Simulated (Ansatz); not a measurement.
Read the following structure.

```cif
data_structure
_symmetry_space_group_name_H-M 'P 1'
_symmetry_Int_Tables_number 1
_cell_length_a 3.7698
_cell_length_b 4.3374
_cell_length_c 25.2605
_cell_angle_alpha 90.000
_cell_angle_beta 90.000
_cell_angle_gamma 112.552
_cell_volume 381.45
loop_
_atom_site_label
_atom_site_type_symbol
_atom_site_fract_x
_atom_site_fract_y
_atom_site_fract_z
_atom_site_occupancy
B1 B 0.00113 0.50038 0.35944 1
N1 N 0.00157 0.16719 0.35944 1
B2 B 0.00113 0.00038 0.40901 1
N2 N 0.00157 0.66719 0.40901 1
B3 B 0.00113 0.50038 0.45858 1
N3 N 0.00157 0.16719 0.45858 1
B4 B 0.00305 0.00227 0.50800 1
N4 N 0.00291 0.66946 0.50807 1
B5 B 0.00545 0.50370 0.55758 1
N5 N 0.00630 0.17079 0.55791 1
B6 B 0.01085 0.99986 0.60604 1
N6 N 0.01117 0.67706 0.60635 1
H1 H 0.01531 0.55253 0.64056 1
```

Q: Characterise the structure given above.

A: It has the composition B₆HN₆. The cell holds 13 atoms (6 B, 1 H, 6 N), Z = 1. Each H has one N at 1.02 Å. The bonds build B6HN6 chains along [010].

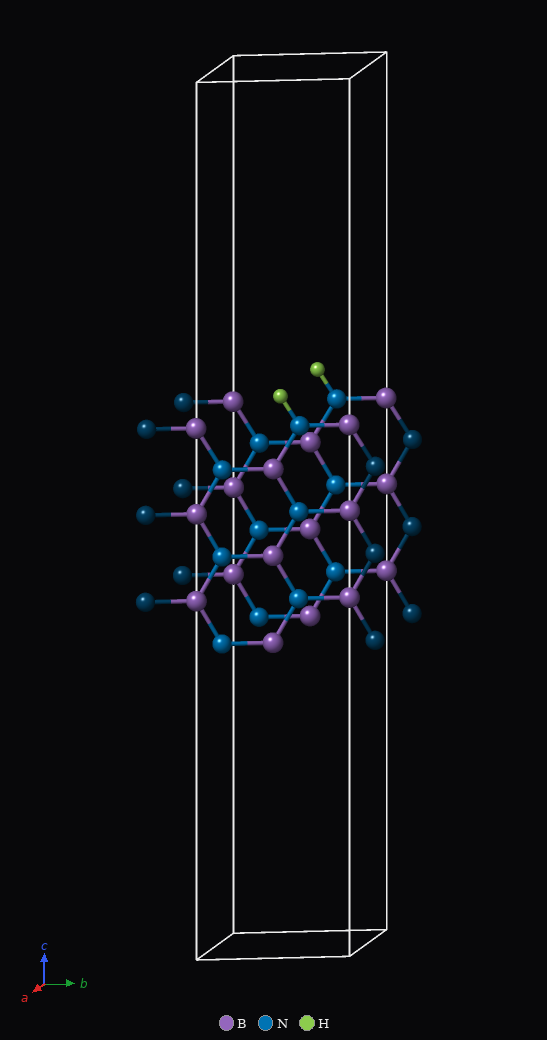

The crystal in a ball-and-stick representation, seen slightly off an axis. One simulation cell is outlined, and atoms on its boundary appear in each equivalent place. Neighbours across the faces are drawn wherever a bond reaches them, in fainter colours. Colours: boron purple, hydrogen green, nitrogen blue.

Its origin is a structure listed in the Materials Project, from which a slab was cut and an adsorbate added. The atoms were relaxed in a fixed cell with DFT PBEsol, scalar-relativistic, plane waves, PAW in Ansatz, but for six held in place.

At this level of theory the cell isn't at rest (forces up to 5.8 eV/Å), so its distances can differ from those at equilibrium, the more so the softer the solid.
